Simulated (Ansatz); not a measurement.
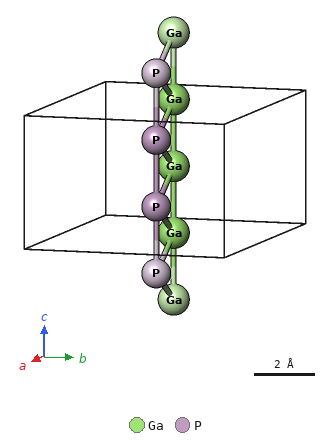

Figure 1. The structure as given in the input (ball-and-stick view of the 2 repeat of the cell, with the vacuum cut short, seen slightly off an axis; neighbours outside the cell are drawn fainter). Near neighbours in the crystal (not all of them lie inside the picture): Ga has 2 Ga at 2.25 Å and 2 P at 2.21 Å; P has 2 Ga at 2.21 Å and 2 P at 2.25 Å.

**GaP: geometry relaxation (part 1 of 3)**

- system: GaP (2 atoms in the cell)
- method: DFT PBEsol, scalar-relativistic, plane waves, PAW, spin-polarised (Ansatz 0.2.0)

The structure derives from an entry of the Crystallography Open Database. It belongs to a series of runs on one base structure; here: strip chain of atoms.

**Input**
```yaml
crystal:
  lattice:
    - [10.9, 0.0, 0.0]
    - [0.0, 9.3, 0.0]
    - [0.0, 0.0, 2.2465917808]
  atoms:
    - { symbol: Ga, position: [0.4125007529, 0.5, 0.0], spin: 0.5 }
    - { symbol: P, position: [0.5874992471, 0.5, 0.5], spin: 0.5 }
basis:
  ecutwfc: 420
kpoints:
  mp_grid: { grid: [1, 1, 28] }
hamiltonian:
  xc: pbesol
scf:
  occupations: { method: gaussian, width: 0.05 }
output:
  forces: true
  stress: true
  eigenvalues: true
  populations: true
  write_density: true
  write_potential: true
  elf: true
  volumetric_format: npy
magnetization:
  spin_polarized: true
relax:
  adjacent_minimum: "off"
  f_tol: 0.01
  max_steps: 45
  cell: { fix: [a, b, alpha, beta, gamma], stress_tol: 0.03 }
```

Machine: 2 threads of AMD EPYC (Zen 5), 32 GiB of memory available, shared host.

Launched with:
```bash
ansatz run input.yaml --threads 2 --pin off --max-ram 5120MiB --backend cpu --events-out ev --progress --plain --runs-dir out
```

**Log**
```
Engine: ansatz 0.2.0, x86_64-unknown-linux-gnu
Pseudopotentials: kind: paw
Pseudopotential: Ga, paw, valence charge 13, recommended cutoff 420 eV (normal), Ga.paw.azcp
Pseudopotential: P, paw, valence charge 5, recommended cutoff 420 eV (normal), P.paw.azcp
Functional definition: PBEsol
  exchange = pbesol_x
  correlation = pbesol_c
Crystal: 2 atoms, lattice volume = 227.737 Å³
Basis set: ecut = 420 eV, 4465 PW (Γ), exchange–correlation on 150×128×32 points (8 copies of the dense FFT grid, shifted against one another)
Bands: 14, of which v1, the nominal top of the filled ones, is band 9 counted from 1 (8 counted from 0)
Symmetry: 4 space group operations
Space group: Pmm2 (ITA 25), of the structure as read, at distance tolerance 6.1e-5 Å
Magnetic group: BNS 25.57 (UNI 155), of the structure as read, at distance tolerance 6.1e-5 Å
k-points: 15 of 28
Non-local potential: Ga, projectors of the file, l = 0: 2, l = 1: 2, l = 2: 3, l = 3: 1
Non-local potential: P, projectors of the file, l = 0: 2, l = 1: 2, l = 2: 2
PAW form: soft (Blöchl's): semilocal exchange-correlation on the pseudo side does not see the compensation charge
PAW frozen core: Ga, regenerated for the run's functional, and the local potential with it (the file was generated under x = pbe(κ = 0.804, μ = 0.2195149727645171), c = pbe(β = 0.06672455060314922))
PAW frozen core: P, regenerated for the run's functional, and the local potential with it (the file was generated under x = pbe(κ = 0.804, μ = 0.2195149727645171), c = pbe(β = 0.06672455060314922))
PAW one-centre angular grid: Ga, 590 points (default); XC on 64 Gauss nodes
PAW one-centre angular grid: P, 110 points (default); XC on 64 Gauss nodes
Initial density: superposition of atomic densities (neutral atoms: chi_scale 0, normalization atom)
Starting moments: Σ|m| = 1 μB on 2 of 2 sites
Initial wavefunctions: pseudopotential atomic-orbital guess
Functional: x = pbesol(κ = 0.804, μ = 0.12345679012345678), c = pbesol(β = 0.046)
SCF iter   1: F=—  HF=-4481.200205 eV  |F-HF|=—  |Δ(HF+E_count)|=         —  Δρ=1.85e-2 (↑1.85e-2 ↓1.75e-2)  dr2=1.66e0  dr2_m=5.22e-1  M=0.158 μB ∫|m|=0.167 μB  β_m=0.30  ethr=3.10e-3  ⟨swp⟩=7.7  Hψ=3252  notcnv=0
preconditioner: auto → LDOS  [metal: Δε(μ)=0.020 eV  Ē_g=15.328 eV  σ=0.050 eV  W_gap=0.22  n_scr=26 (ndim 8)  ℏωp=10.4 eV  f_vac=0.696  D(μ)=1.55/eV (n_scr^D=8)]
spin=Collinear: LDOS preconditioning applied to the charge; magnetization (m = ρ↑ − ρ↓) channel mixes plain (no charge-response kernel on spin).
SCF iter   2: F=—  HF=-4480.939132 eV  |F-HF|=—  |Δ(HF+E_count)|=   2.61e-1  Δρ=1.31e-2 (↑1.25e-2 ↓1.31e-2)  dr2=8.01e-1  dr2_m=2.69e-1  M=0.071 μB ∫|m|=0.102 μB  β_m=0.30  ethr=3.10e-3  ⟨swp⟩=2.2  Hψ=797  notcnv=0  defer=25
SCF iter   3: F=—  HF=-4480.765889 eV  |F-HF|=—  |Δ(HF+E_count)|=   1.73e-1  Δρ=9.05e-3 (↑7.74e-3 ↓9.05e-3)  dr2=7.41e-2  dr2_m=1.38e-1  M=0.072 μB ∫|m|=0.079 μB  β_m=0.30  ethr=3.10e-3  ⟨swp⟩=3.6  Hψ=857  notcnv=0  defer=25
SCF iter   4: F=—  HF=-4480.777842 eV  |F-HF|=—  |Δ(HF+E_count)|=   1.20e-2  Δρ=5.94e-3 (↑5.69e-3 ↓5.94e-3)  dr2=1.69e-2  dr2_m=6.88e-2  M=0.069 μB ∫|m|=0.075 μB  β_m=0.30  ethr=4.12e-4  ⟨swp⟩=3.5  Hψ=874  notcnv=0  defer=26
SCF iter   5: F=—  HF=-4480.781390 eV  |F-HF|=—  |Δ(HF+E_count)|=   3.55e-3  Δρ=4.22e-3 (↑3.97e-3 ↓4.22e-3)  dr2=1.85e-3  dr2_m=3.45e-2  M=0.068 μB ∫|m|=0.073 μB  β_m=0.30  ethr=9.38e-5  ⟨swp⟩=2.8  Hψ=755  notcnv=0  defer=26
SCF iter   6: F=—  HF=-4480.785763 eV  |F-HF|=—  |Δ(HF+E_count)|=   4.37e-3  Δρ=2.90e-3 (↑2.87e-3 ↓2.90e-3)  dr2=3.45e-4  dr2_m=1.73e-2  M=0.066 μB ∫|m|=0.070 μB  β_m=0.30  ethr=1.03e-5  ⟨swp⟩=2.6  Hψ=610  notcnv=0  defer=26
SCF iter   7: F=—  HF=-4480.787573 eV  |F-HF|=—  |Δ(HF+E_count)|=   1.81e-3  Δρ=2.05e-3 (↑2.05e-3 ↓2.03e-3)  dr2=3.41e-5  dr2_m=8.69e-3  M=0.065 μB ∫|m|=0.069 μB  β_m=0.30  ethr=1.92e-6  ⟨swp⟩=2.2  Hψ=712  notcnv=0  defer=26
Mixer restart at iter 7: flushing history
spin-set hold released at iteration 7 (site moments contracting): the magnetisation degrees of freedom join the quasi-Newton model from the next iteration; the mixer history was flushed
SCF iter   8: F=—  HF=-4480.788531 eV  |F-HF|=—  |Δ(HF+E_count)|=   9.58e-4  Δρ=1.46e-3 (↑1.46e-3 ↓1.44e-3)  dr2=1.84e-5  dr2_m=4.38e-3  M=0.064 μB ∫|m|=0.068 μB  β_m=0.65  ethr=1.90e-7  ⟨swp⟩=2.6  Hψ=730  notcnv=0  defer=26
SCF iter   9: F=—  HF=-4480.789623 eV  |F-HF|=—  |Δ(HF+E_count)|=   1.09e-3  Δρ=4.37e-5 (↑4.06e-5 ↓4.37e-5)  dr2=1.75e-6  dr2_m=3.56e-6  M=0.064 μB ∫|m|=0.069 μB  β_m=0.82  ethr=1.02e-7  ⟨swp⟩=3.0  Hψ=808  notcnv=0  defer=26
SCF iter  10: F=—  HF=-4480.789634 eV  |F-HF|=—  |Δ(HF+E_count)|=   1.18e-5  Δρ=2.11e-5 (↑1.84e-5 ↓2.11e-5)  dr2=6.25e-7  dr2_m=7.47e-7  M=0.065 μB ∫|m|=0.070 μB  β_m=0.91  ethr=9.71e-9  ⟨swp⟩=2.6  Hψ=728  notcnv=0  defer=26
SCF iter  11: F=—  HF=-4480.789638 eV  |F-HF|=—  |Δ(HF+E_count)|=   3.72e-6  Δρ=1.10e-5 (↑1.10e-5 ↓9.35e-6)  dr2=6.16e-7  dr2_m=9.42e-8  M=0.066 μB ∫|m|=0.071 μB  β_m=0.77  ethr=3.47e-9  ⟨swp⟩=2.4  Hψ=682  notcnv=0  defer=26
SCF iter  12: F=—  HF=-4480.789638 eV  |F-HF|=—  |Δ(HF+E_count)|=   2.01e-7  Δρ=4.08e-6 (↑3.28e-6 ↓4.08e-6)  dr2=2.54e-8  dr2_m=2.29e-8  M=0.066 μB ∫|m|=0.072 μB  β_m=0.82  ethr=5.56e-10  ⟨swp⟩=17.5  Hψ=4359  notcnv=0
SCF iter  13: F=—  HF=-4480.789638 eV  |F-HF|=—  |Δ(HF+E_count)|=   1.41e-7  Δρ=2.23e-6 (↑2.23e-6 ↓1.76e-6)  dr2=2.77e-8  dr2_m=5.06e-9  M=0.066 μB ∫|m|=0.072 μB  β_m=0.73  ethr=1.41e-10  ⟨swp⟩=10.9  Hψ=3149  notcnv=0
SCF iter  14: F=—  HF=-4480.789639 eV  |F-HF|=—  |Δ(HF+E_count)|=   2.79e-8  Δρ=4.54e-7 (↑4.39e-7 ↓4.54e-7)  dr2=2.40e-10  dr2_m=4.04e-10  M=0.066 μB ∫|m|=0.072 μB  β_m=0.87  ethr=1.41e-10  ⟨swp⟩=10.5  Hψ=2921  notcnv=0
SCF iter  15: F=-4480.789639 eV  HF=-4480.789639 eV  |F-HF|=2.73e-12  |Δ(HF+E_count)|=   2.48e-9  Δρ=5.56e-8 (↑5.56e-8 ↓4.54e-8)  dr2=1.57e-11  dr2_m=3.65e-12  M=0.066 μB ∫|m|=0.072 μB  ethr=1.33e-12  ⟨swp⟩=8.8  Hψ=2419  notcnv=0
SCF 1 converged in 15 iterations: F = -4480.789639 eV  dr2 = 1.57e-11
  greatest PAW one-centre occupation: 0.995 electrons in one spin orbital (limit 2), on the Ga atom at site 0 (counted from 0), in its partial waves of l = 2
relax step   1: F+E_penalty+E_count = -4480.78963851 eV  Δ(F+E_penalty+E_count) = +0.000e0 eV  max|allowed force component| = 3.358e0 eV/Å  Δτ_max = 0.0000 Å  P = +3.407 GPa  Ω = 227.737 Å³  fix = [a, b, alpha, beta, gamma]  reactions: a +4.493, b +0.010 GPa  (15 SCF iters, dr2 threshold 1.00e-7 eV, accepted)
Crystal: 2 atoms, lattice volume = 234.774 Å³
Basis set: ecut = 420 eV, 4545 PW (Γ), exchange–correlation on 150×128×32 points (8 copies of the dense FFT grid, shifted against one another)
Initial density: handed on by an earlier stage of this run
Starting moments: Σ|m| = 1 μB on 2 of 2 sites; this step starts from the density that it was given
Initial wavefunctions: those handed on with the density
iter 1 solved again at ethr=1.34e-4 eV; its pass at ethr=3.10e-3 eV (dr2=2.42e-2 eV) is discarded
SCF iter   1: F=—  HF=-4481.228964 eV  |F-HF|=—  |Δ(HF+E_count)|=         —  Δρ=3.46e-3 (↑2.56e-3 ↓3.46e-3)  dr2=2.50e-2  dr2_m=1.60e-2  M=0.042 μB ∫|m|=0.051 μB  β_m=0.30  ethr=1.34e-4  ⟨swp⟩=2.0  Hψ=3262  notcnv=0
preconditioner: auto → LDOS  [metal: Δε(μ)=0.037 eV  Ē_g=14.791 eV  σ=0.050 eV  W_gap=0.36  n_scr=26 (ndim 8)  ℏωp=10.3 eV  f_vac=0.727  D(μ)=2.07/eV (n_scr^D=10)]
spin=Collinear: LDOS preconditioning applied to the charge; magnetization (m = ρ↑ − ρ↓) channel mixes plain (no charge-response kernel on spin).
SCF iter   2: F=—  HF=-4481.228843 eV  |F-HF|=—  |Δ(HF+E_count)|=   1.21e-4  Δρ=2.34e-3 (↑1.81e-3 ↓2.34e-3)  dr2=8.61e-3  dr2_m=7.97e-3  M=0.029 μB ∫|m|=0.037 μB  β_m=0.54  ethr=1.34e-4  ⟨swp⟩=2.4  Hψ=585  notcnv=0
SCF iter   3: F=—  HF=-4481.232242 eV  |F-HF|=—  |Δ(HF+E_count)|=   3.40e-3  Δρ=4.87e-4 (↑4.21e-4 ↓4.87e-4)  dr2=1.15e-3  dr2_m=3.48e-4  M=0.015 μB ∫|m|=0.018 μB  β_m=0.61  ethr=4.78e-5  ⟨swp⟩=2.2  Hψ=711  notcnv=0
SCF iter   4: F=—  HF=-4481.232596 eV  |F-HF|=—  |Δ(HF+E_count)|=   3.54e-4  Δρ=1.47e-4 (↑1.47e-4 ↓1.30e-4)  dr2=3.28e-4  dr2_m=5.98e-6  M=0.010 μB ∫|m|=0.011 μB  β_m=0.61  ethr=6.37e-6  ⟨swp⟩=2.0  Hψ=752  notcnv=0
SCF iter   5: F=—  HF=-4481.232595 eV  |F-HF|=—  |Δ(HF+E_count)|=   9.33e-7  Δρ=7.20e-5 (↑7.20e-5 ↓5.24e-5)  dr2=4.47e-5  dr2_m=3.22e-6  M=0.007 μB ∫|m|=0.008 μB  β_m=0.60  ethr=1.82e-6  ⟨swp⟩=2.1  Hψ=750  notcnv=0
SCF iter   6: F=—  HF=-4481.232598 eV  |F-HF|=—  |Δ(HF+E_count)|=   3.42e-6  Δρ=2.71e-5 (↑2.71e-5 ↓2.35e-5)  dr2=3.16e-6  dr2_m=1.00e-6  M=0.005 μB ∫|m|=0.005 μB  β_m=0.80  ethr=2.48e-7  ⟨swp⟩=2.0  Hψ=761  notcnv=0
iter 7 did not close the SCF: its close was put off for a magnetic moment that had not settled (scf_convergence_deferred on its scf_iter line)
SCF iter   7: F=-4481.232606 eV  HF=-4481.232605 eV  |F-HF|=4.97e-7  |Δ(HF+E_count)|=   6.69e-6  Δρ=9.58e-6 (↑9.03e-6 ↓9.58e-6)  dr2=4.19e-8  dr2_m=1.79e-7  M=0.002 μB ∫|m|=0.003 μB  β_m=0.90  ethr=1.11e-9  ⟨swp⟩=12.6  Hψ=4163  notcnv=0
iter 8 did not close the SCF: its close was put off for a magnetic moment that had not settled (scf_convergence_deferred on its scf_iter line)
SCF iter   8: F=-4481.232606 eV  HF=-4481.232606 eV  |F-HF|=1.63e-7  |Δ(HF+E_count)|=   9.86e-7  Δρ=5.57e-6 (↑5.21e-6 ↓5.57e-6)  dr2=3.64e-9  dr2_m=6.18e-8  M=0.001 μB ∫|m|=0.002 μB  β_m=0.95  ethr=2.33e-10  ⟨swp⟩=7.2  Hψ=2912  notcnv=0
iter 9 did not close the SCF: its close was put off for a magnetic moment that had not settled (scf_convergence_deferred on its scf_iter line)
SCF iter   9: F=-4481.232606 eV  HF=-4481.232606 eV  |F-HF|=3.13e-9  |Δ(HF+E_count)|=   4.67e-7  Δρ=1.02e-6 (↑1.02e-6 ↓9.21e-7)  dr2=3.25e-9  dr2_m=1.61e-9  M=0.000 μB ∫|m|=0.000 μB  β_m=0.98  ethr=2.02e-11  ⟨swp⟩=6.5  Hψ=3041  notcnv=0
iter 10 did not close the SCF: its close was put off for a magnetic moment that had not settled (scf_convergence_deferred on its scf_iter line)
SCF iter  10: F=-4481.232606 eV  HF=-4481.232606 eV  |F-HF|=1.72e-10  |Δ(HF+E_count)|=   8.43e-9  Δρ=2.76e-7 (↑2.76e-7 ↓2.50e-7)  dr2=2.81e-10  dr2_m=1.00e-10  M=-0.000 μB ∫|m|=0.000 μB  β_m=0.99  ethr=1.81e-11  ⟨swp⟩=5.9  Hψ=2520  notcnv=0
SCF iter  11: F=-4481.232606 eV  HF=-4481.232606 eV  |F-HF|=1.46e-11  |Δ(HF+E_count)|=  3.86e-10  Δρ=1.32e-7 (↑1.24e-7 ↓1.32e-7)  dr2=7.89e-11  dr2_m=2.67e-11  M=-0.000 μB ∫|m|=0.000 μB  ethr=1.56e-12  ⟨swp⟩=5.6  Hψ=2257  notcnv=0
the starting moments were not kept: the SCF closed with an absolute magnetisation of 1.8e-5 μB, where they sum to 1 μB in size (2 sites). That is at most 0.1 of that sum. Measured as dr2_m measures the in/out step, that magnetisation stands 3.1e-11 eV from none, at or under the dr2_threshold of 2.0e-7 eV: it is no larger than a step whose dr2_m would equal this threshold.
SCF 2 converged in 11 iterations: F = -4481.232606 eV  dr2 = 7.89e-11
[... from here on the iterations of each SCF are left out, up to the last one ...]
relax step   2: F+E_penalty+E_count = -4481.23260650 eV  Δ(F+E_penalty+E_count) = -4.430e-1 eV  max|allowed force component| = 1.402e0 eV/Å  Δτ_max = 0.0553 Å  P = +1.687 GPa  Ω = 234.774 Å³  energy of the carried Pulay correction = -3.532e-4 eV  fix = [a, b, alpha, beta, gamma]  reactions: a +1.914, b +0.010 GPa  (11 SCF iters, dr2 threshold 2.00e-7 eV, accepted)
Crystal: 2 atoms, lattice volume = 244.274 Å³
Basis set: ecut = 420 eV, 4719 PW (Γ), exchange–correlation on 150×128×32 points (8 copies of the dense FFT grid, shifted against one another)
preconditioner: auto → Resta (q_TF=auto, 1.767 Å⁻¹)  ε∞=1.5  [insulator: Δε(μ)=0.145 eV  Ē_g=14.451 eV  σ=0.050 eV  W_gap=0.96  n_scr=22 (ndim 8)  ℏωp=10.1 eV  f_vac=0.725  D(μ)=0.27/eV (n_scr^D=0)  ε∞_Penn≈1.5  vacuum switching on, ρ_ref=1.5e-2 e/Å³]
spin=Collinear: Resta preconditioning applied to the charge; magnetization (m = ρ↑ − ρ↓) channel mixes plain (no charge-response kernel on spin).
preconditioner: auto → LDOS  [metal: Δε(μ)=0.003 eV  Ē_g=14.378 eV  σ=0.050 eV  W_gap=0.03  n_scr=22 (ndim 8)  ℏωp=10.1 eV  f_vac=0.724  D(μ)=3.12/eV (n_scr^D=20)]
spin=Collinear: LDOS preconditioning applied to the charge; magnetization (m = ρ↑ − ρ↓) channel mixes plain (no charge-response kernel on spin).
the starting moments were not kept: the SCF closed with an absolute magnetisation of 2.1e-2 μB, where they sum to 1 μB in size (2 sites). That is at most 0.1 of that sum.
SCF 3 converged in 21 iterations: F = -4481.407232 eV  dr2 = 2.30e-10
relax step   3: F+E_penalty+E_count = -4481.40723235 eV  Δ(F+E_penalty+E_count) = -1.746e-1 eV  max|allowed force component| = 7.025e-1 eV/Å  Δτ_max = 0.0358 Å  P = +0.546 GPa  Ω = 244.274 Å³  energy of the carried Pulay correction = -8.134e-4 eV  fix = [a, b, alpha, beta, gamma]  reactions: a +0.942, b +0.009 GPa  (21 SCF iters, dr2 threshold 2.00e-7 eV, accepted)
Crystal: 2 atoms, lattice volume = 245.851 Å³
Basis set: ecut = 420 eV, 4763 PW (Γ), exchange–correlation on 150×128×32 points (8 copies of the dense FFT grid, shifted against one another)
preconditioner: auto → Resta (q_TF=auto, 1.765 Å⁻¹)  ε∞=1.5  [insulator: Δε(μ)=0.302 eV  Ē_g=14.211 eV  σ=0.050 eV  W_gap=1.00  n_scr=22 (ndim 8)  ℏωp=10.0 eV  f_vac=0.717  D(μ)=0.00/eV (n_scr^D=0)  ε∞_Penn≈1.5  vacuum switching on, ρ_ref=1.5e-2 e/Å³]
spin=Collinear: Resta preconditioning applied to the charge; magnetization (m = ρ↑ − ρ↓) channel mixes plain (no charge-response kernel on spin).
the starting moments were not kept: the SCF closed with an absolute magnetisation of 2.0e-6 μB, where they sum to 1 μB in size (2 sites). That is at most 0.1 of that sum. Measured as dr2_m measures the in/out step, that magnetisation stands 4.7e-13 eV from none, at or under the dr2_threshold of 2.0e-7 eV: it is no larger than a step whose dr2_m would equal this threshold.
SCF 4 converged in 10 iterations: F = -4481.442898 eV  dr2 = 5.17e-12
relax step   4: F+E_penalty+E_count = -4481.44289754 eV  Δ(F+E_penalty+E_count) = -3.567e-2 eV  max|allowed force component| = 2.264e-1 eV/Å  Δτ_max = 0.0643 Å  P = -0.024 GPa  Ω = 245.851 Å³  energy of the carried Pulay correction = -8.880e-4 eV  fix = [a, b, alpha, beta, gamma]  reactions: a -0.352, b +0.011 GPa  (10 SCF iters, dr2 threshold 2.00e-7 eV, accepted)
Crystal: 2 atoms, lattice volume = 246.930 Å³
Basis set: ecut = 420 eV, 4783 PW (Γ), exchange–correlation on 150×128×32 points (8 copies of the dense FFT grid, shifted against one another)
preconditioner: auto → Resta (q_TF=auto, 1.763 Å⁻¹)  ε∞=1.5  [insulator: Δε(μ)=0.350 eV  Ē_g=14.233 eV  σ=0.050 eV  W_gap=1.00  n_scr=22 (ndim 8)  ℏωp=10.0 eV  f_vac=0.718  D(μ)=0.00/eV (n_scr^D=0)  ε∞_Penn≈1.5  vacuum switching on, ρ_ref=1.5e-2 e/Å³]
spin=Collinear: Resta preconditioning applied to the charge; magnetization (m = ρ↑ − ρ↓) channel mixes plain (no charge-response kernel on spin).
the starting moments were not kept: the SCF closed with an absolute magnetisation of 4.3e-6 μB, where they sum to 1 μB in size (2 sites). That is at most 0.1 of that sum. Measured as dr2_m measures the in/out step, that magnetisation stands 1.8e-12 eV from none, at or under the dr2_threshold of 2.0e-7 eV: it is no larger than a step whose dr2_m would equal this threshold.
SCF 5 converged in 9 iterations: F = -4481.447876 eV  dr2 = 7.63e-13
relax step   5: F+E_penalty+E_count = -4481.44787594 eV  Δ(F+E_penalty+E_count) = -4.978e-3 eV  max|allowed force component| = 2.126e-2 eV/Å  Δτ_max = 0.0158 Å  P = +0.003 GPa  Ω = 246.930 Å³  energy of the carried Pulay correction = -9.387e-4 eV  fix = [a, b, alpha, beta, gamma]  reactions: a -0.054, b +0.010 GPa  (9 SCF iters, dr2 threshold 2.00e-7 eV, accepted)
Crystal: 2 atoms, lattice volume = 247.193 Å³
Basis set: ecut = 420 eV, 4791 PW (Γ), exchange–correlation on 150×128×32 points (8 copies of the dense FFT grid, shifted against one another)
preconditioner: auto → Resta (q_TF=auto, 1.763 Å⁻¹)  ε∞=1.5  [insulator: Δε(μ)=0.319 eV  Ē_g=14.224 eV  σ=0.050 eV  W_gap=1.00  n_scr=22 (ndim 8)  ℏωp=10.0 eV  f_vac=0.718  D(μ)=0.00/eV (n_scr^D=0)  ε∞_Penn≈1.5  vacuum switching on, ρ_ref=1.5e-2 e/Å³]
spin=Collinear: Resta preconditioning applied to the charge; magnetization (m = ρ↑ − ρ↓) channel mixes plain (no charge-response kernel on spin).
the starting moments were not kept: the SCF closed with an absolute magnetisation of 2.2e-6 μB, where they sum to 1 μB in size (2 sites). That is at most 0.1 of that sum. Measured as dr2_m measures the in/out step, that magnetisation stands 4.2e-13 eV from none, at or under the dr2_threshold of 2.8e-8 eV: it is no larger than a step whose dr2_m would equal this threshold.
SCF 6 converged in 8 iterations: F = -4481.447941 eV  dr2 = 4.46e-13
relax step   6: F+E_penalty+E_count = -4481.44794144 eV  Δ(F+E_penalty+E_count) = -6.550e-5 eV  max|allowed force component| = 1.130e-3 eV/Å  Δτ_max = 0.0016 Å  P = -0.006 GPa  Ω = 247.193 Å³  energy of the carried Pulay correction = -9.511e-4 eV  fix = [a, b, alpha, beta, gamma]  reactions: a -0.025, b +0.010 GPa  (8 SCF iters, accepted)
Basis set: ecut = 420 eV, 4791 PW (Γ), exchange–correlation on 150×128×36 points (8 copies of the dense FFT grid, shifted against one another)
Initial wavefunctions: pseudopotential atomic-orbital guess (no wavefunctions were taken with the density)
iter 1 solved again at ethr=1.39e-6 eV; its pass at ethr=3.10e-3 eV (dr2=2.51e-4 eV) is discarded
```
